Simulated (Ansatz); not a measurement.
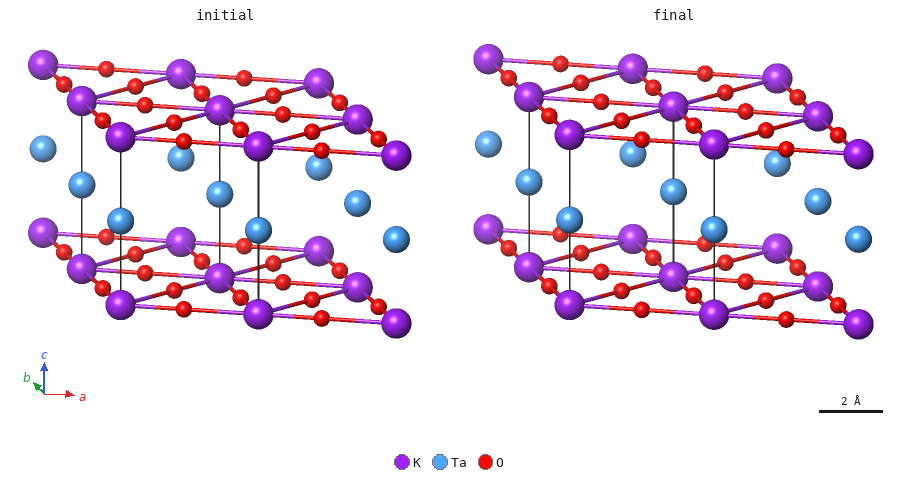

The structure of a crystal of KTaO$_{3}$ (a generated structure, set up in P-62m) (coarse preliminary run) before (left) and after (right) a relaxation, at one scale.

A ball-and-stick model of the cell of the calculation, repeated 2 × 2 × 1 with one cell outlined, seen slightly off an axis.

Computed with DFT PBE, scalar-relativistic, plane waves, PAW (Ansatz).

Input
```yaml
crystal:
  lattice:
    - [4.53624776, 0.0, 0.0]
    - [-2.26812388, 3.92850579, 0.0]
    - [0.0, 0.0, 5.55173009]
  atoms:
    - { symbol: K, position: [0.0, 0.0, 0.0] }
    - { symbol: Ta, position: [0.0, 0.0, 0.5], spin: 1.0 }
    - { symbol: O, position: [0.45885759, 0.0, 0.0] }
    - { symbol: O, position: [0.0, 0.45885759, 0.0] }
    - { symbol: O, position: [0.54114241, 0.54114241, 0.0] }
basis:
  ecutwfc: 420
kpoints:
  mp_grid: { grid: [6, 6, 4] }
hamiltonian:
  xc: pbe
scf:
  occupations: { method: gaussian, width: 0.1 }
  lower_state_search: "off"
output:
  forces: true
  stress: true
  eigenvalues: true
  populations: true
magnetization:
  spin_polarized: true
relax:
  adjacent_minimum: "off"
  f_tol: 0.04
  max_steps: 70
  cell: { stress_tol: 0.4 }
```

Run as
```bash
ansatz run input.yaml --threads 1 --pin off --max-ram 2560MiB --backend cpu --events-out ev --progress --plain --runs-dir out
```

**Summarise the run.**

The largest moves relative to the cell, 0.20 Å, are those of O3, O4 and O5. O4 goes along +b. K and Ta stay in place. The volume changes by +11.3 %, with a = b 4.536 → 4.753 Å (+4.8 %), c 5.552 → 5.628 Å (+1.4 %). Among the contacts that change: K1–O3 2.081 → 2.376 Å, K1–O3 (another image) 2.455 → 2.376 Å, K1–Ta2 2.776 → 2.814 Å. The space group (tolerance 0.01 Å) goes from P-62m (No. 189) to P6/mmm (No. 191). After 5 accepted moves (7 points after the start) the energy has fallen by 0.886 eV per cell of the calculation. The largest force component goes from 2.6 to under 0.0001 eV/Å. Pressure: 6.32 GPa at the start and 0.05 GPa at the end. The SCF was repeated twice at an unchanged geometry on a basis and grid sized afresh for the cell, which shifted the energy by 36.1 meV per cell of the calculation at most. Cost: 3.4 min on 1 thread of Intel(R) Xeon(R) Processor @ 2.50GHz (Skylake/Cascade Lake), on a shared host, peak memory 0.44 GiB.

Limits of the set-up: layers or molecules are held without a dispersion correction, so their spacing is unreliable.
